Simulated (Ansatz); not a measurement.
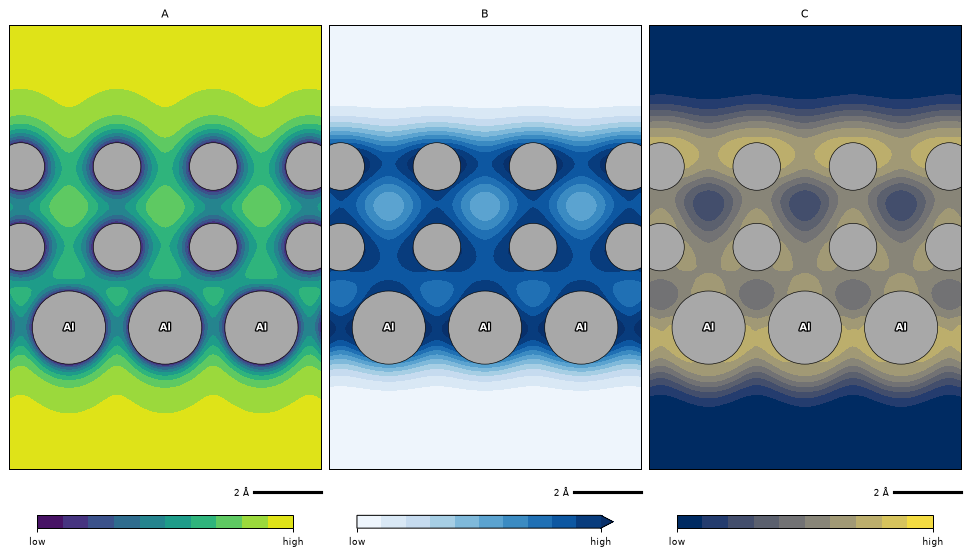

Al (slab): 3 fields on the (100) plane of the calculation cell, a cut from vacuum to vacuum, with unlabelled colour scales. Grey discs cover the atomic cores.

Computed without spin polarisation.

All numbers below come from Ansatz 0.2.0, DFT PBE, scalar-relativistic, plane waves, PAW.

```
CELL_PARAMETERS angstrom
8.57145 0.00000 0.00000
-4.28573 7.42310 0.00000
0.00000 0.00000 20.66571
ATOMIC_POSITIONS crystal
Al 0.22222 0.11111 0.38711
Al 0.22222 0.44444 0.38711
Al 0.22222 0.77778 0.38711
Al 0.55556 0.11111 0.38711
Al 0.55556 0.44444 0.38711
Al 0.55556 0.77778 0.38711
Al 0.88889 0.11111 0.38711
Al 0.88889 0.44444 0.38711
Al 0.88889 0.77778 0.38711
Al 0.44444 0.22222 0.50273
Al 0.44444 0.55556 0.50273
Al 0.44444 0.88889 0.50273
Al 0.77778 0.22222 0.50273
Al 0.77778 0.55556 0.50273
Al 0.77778 0.88889 0.50273
Al 0.11111 0.22222 0.50273
Al 0.11111 0.55556 0.50273
Al 0.11111 0.88889 0.50273
Al 0.66667 0.33333 0.61849
Al 0.66667 0.66667 0.61849
Al 0.66667 0.00000 0.61849
Al 0.00000 0.33333 0.61849
Al 0.00000 0.66667 0.61849
Al 0.00000 0.00000 0.61849
Al 0.33333 0.33333 0.61849
Al 0.33333 0.66667 0.61849
Al 0.33333 0.00000 0.61849
```

> The panels show electron localisation function, electrostatic potential energy of an electron and valence pseudo-density in some order. Assign them.

Panel A: electrostatic potential energy of an electron (low next to the atoms, rising into the space between them). Panel B: valence pseudo-density. Panel C: electron localisation function. From the grid: Al–Al (2.86 Å): ρ is about 0.21 e/Å³ halfway; the ELF peaks at about 0.75 between the atoms.
